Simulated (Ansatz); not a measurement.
System: Li.

```cif
data_structure
_symmetry_space_group_name_H-M 'P 1'
_symmetry_Int_Tables_number 1
_cell_length_a 3.1999
_cell_length_b 3.1999
_cell_length_c 4.2041
_cell_angle_alpha 90.000
_cell_angle_beta 90.000
_cell_angle_gamma 90.000
_cell_volume 43.05
loop_
_atom_site_label
_atom_site_type_symbol
_atom_site_fract_x
_atom_site_fract_y
_atom_site_fract_z
_atom_site_occupancy
Li1 Li 0.00000 0.00000 0.00000 1
Li2 Li 0.50000 0.50000 0.50000 1
```

Space group I4/mmm; changed on purpose from its base cell (band edges of the strained film's bulk); computed without spin polarisation.

The calculation used DFT r2SCAN, scalar-relativistic, plane waves, PAW in Ansatz.

Q: What can the converged valence pseudo-density and electron localisation function tell about the bonding?

A: Li–Li (3.09 Å): ρ at the midpoint is about 0.05 e/Å³; the ELF reaches about 0.55 near the midpoint.

Q: Does the calculation give a band gap?

A: It is gapless in this calculation (a metal or semimetal).

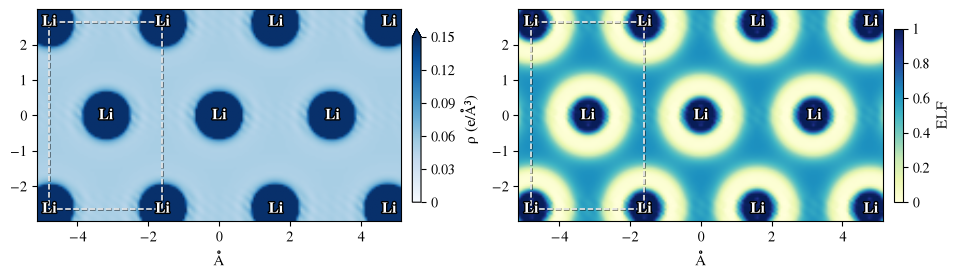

Computed valence pseudo-density and electron localisation function on the (101̄) plane of the conventional cell, in this order. 
